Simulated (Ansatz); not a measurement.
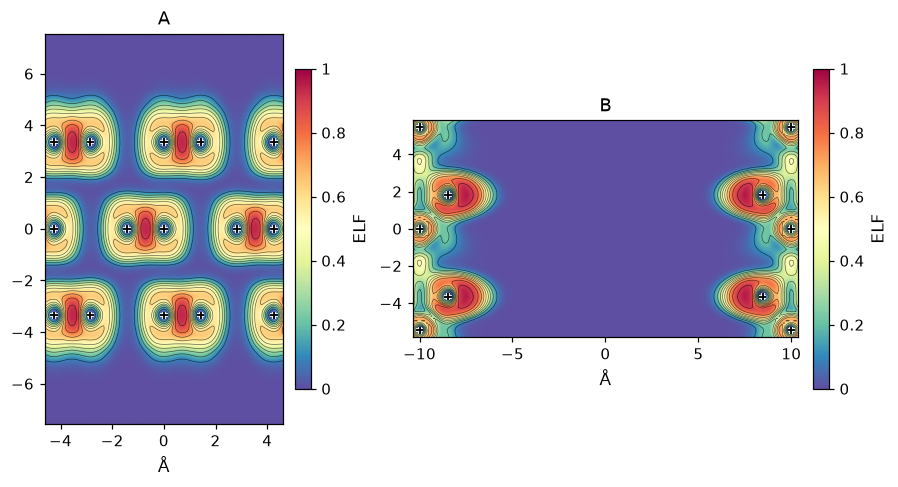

The ELF of 2 systems, each on a plane through atoms (crosses mark nuclei in the plane).

Computed with DFT LDA, scalar-relativistic, plane waves, PAW (Ansatz 0.2.0).

System 1: WS2, the (110) plane of the conventional cell. Space group P-6m2; a generated structure, not necessarily the stable one.

System 2: C, the (110) plane of the calculation cell, a cut from vacuum to vacuum. 

```
CELL_PARAMETERS angstrom
2.46100 0.00000 0.00000
-1.23050 2.13129 0.00000
0.00000 0.00000 37.21600
ATOMIC_POSITIONS crystal
C 0.00000 0.00000 0.24183
C 0.33333 0.66667 0.24183
C 0.00000 0.00000 0.33195
C 0.66667 0.33333 0.33195
C 0.00000 0.00000 0.42208
C 0.33333 0.66667 0.42208
```

Question: Match each panel to its system.

Answer: Panel A is system 2, C: the plane holds C. C–C (1.42 Å): the ELF peaks at about 0.95 between the atoms: a covalent bond. Panel B is system 1, WS2: the plane holds W and S. W–S (2.39 Å): the ELF peaks at about 0.85 in the valence shell of S, 0.8 Å from its nucleus, and is about 0.50 at the midpoint.
